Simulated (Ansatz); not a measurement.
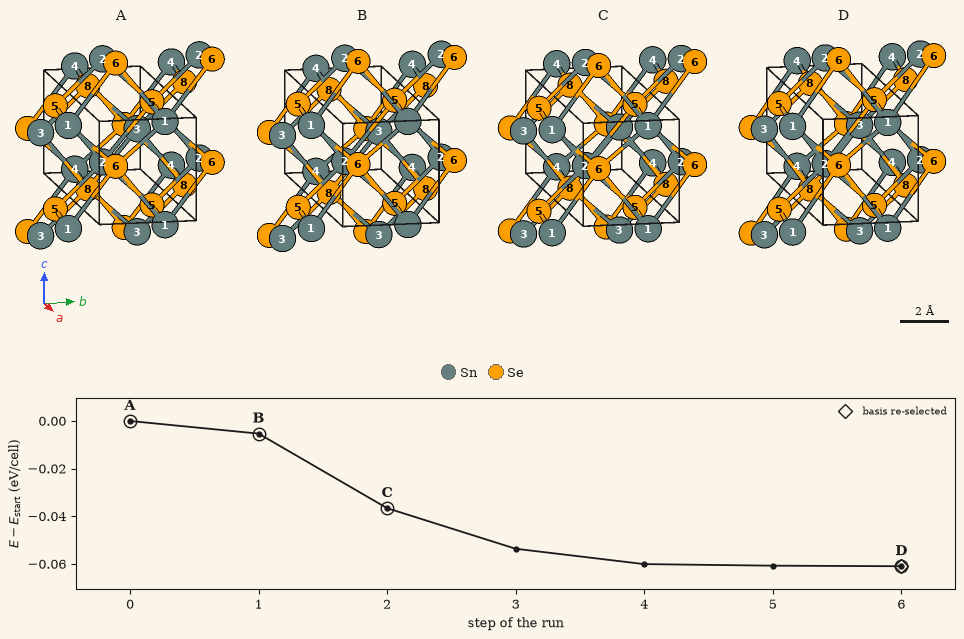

Frames of a relaxation of crystalline SnSe (set up in Pnma), marked on the history of the run. A ball-and-stick model of the cell of the calculation, seen slightly off an axis.

The run lets cell and atoms move.

Level of theory: Kohn-Sham DFT of a periodic cell, r2SCAN with rVV10, Ansatz PAW in Ansatz.

The input:
```yaml
crystal:
  lattice:
    - [11.42, 0.0, 0.0]
    - [0.0, 4.19, 0.0]
    - [0.0, 0.0, 4.46]
  atoms:
    - { symbol: Sn, position: [0.877, 0.75, 0.909] }
    - { symbol: Sn, position: [0.623, 0.25, 0.409] }
    - { symbol: Sn, position: [0.377, 0.75, 0.591] }
    - { symbol: Sn, position: [0.123, 0.25, 0.091] }
    - { symbol: Se, position: [0.643, 0.75, 0.984] }
    - { symbol: Se, position: [0.857, 0.25, 0.484] }
    - { symbol: Se, position: [0.143, 0.75, 0.516] }
    - { symbol: Se, position: [0.357, 0.25, 0.016] }
hamiltonian:
  xc: r2scan
  pseudopotentials: { kind: paw }
  dispersion: rvv10
kpoints:
  mp_grid: { grid: [3, 6, 6] }
scf:
  occupations: { method: fermi_dirac, width: 0.05 }
output:
  forces: true
  stress: true
  eigenvalues: true
  write_density: true
  write_potential: true
  elf: true
  volumetric_format: npy
relax:
  f_tol: 0.01
  max_steps: 40
  cell: { stress_tol: 0.05 }
```

Command:
```bash
ansatz run input.yaml --threads 4 --pin off --max-ram 11264MiB --backend cpu --events-out ev --progress --plain --runs-dir out
```

**Describe the path.**

The energy falls by 60.9 meV per cell of the calculation in 5 accepted moves (6 points after the start). Largest force component: 0.16 eV/Å at the start, 0.0069 eV/Å at the end. The pressure goes from 0.37 to 0.02 GPa. The SCF was repeated once at an unchanged geometry on a basis and grid sized afresh for the cell, which shifted the energy by 0.2 meV per cell of the calculation at most. The largest moves relative to the cell, 0.12 Å, are those of Sn atoms. By element the largest moves are Sn 0.12 Å, Se 0.04 Å. Cell: a 11.420 → 11.546 Å (+1.1 %), b 4.190 → 4.124 Å (−1.6 %), c 4.460 → 4.567 Å (+2.4 %). Volume +1.9 %. Near-neighbour distances that change, for instance: Se–Sn 3.319 → 3.446 Å, Se–Sn 2.834 → 2.772 Å, Se–Sn 2.693 → 2.754 Å. Among the angles between lasting bonds that change: Sn–Se–Sn 99.4° → 102.9°. The space group stays Pnma (No. 62). Cost: 2.7 min on 4 threads of Arm Neoverse V2, with other jobs on the host, peak memory 1.6 GiB. From step 0 to 1: Se atoms move most (0.17 Å), volume +3.6 %, energy −5.3 meV per cell of the calculation. From step 1 to 2: Sn atoms move most (0.19 Å), volume −1.2 %, energy −31.3 meV per cell of the calculation. From step 2 to 6: Se atoms move most (0.06 Å), volume −0.4 %, energy −24.4 meV per cell of the calculation.
